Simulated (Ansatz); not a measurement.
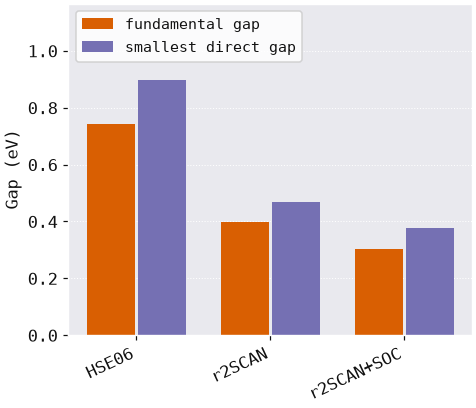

Gaps of Ge, space group R-3m (No. 166), 2 atoms in the cell, diamond type, epitaxial (111) strain −1.0%, at several levels of theory on one cell (Ansatz, plane waves and PAW; edges over the mesh and the special points).

How does the gap depend on the level, and does its kind change?

In rising order: r2SCAN+SOC 0.30 eV, r2SCAN 0.40 eV and HSE06 0.74 eV. It is indirect at every level.
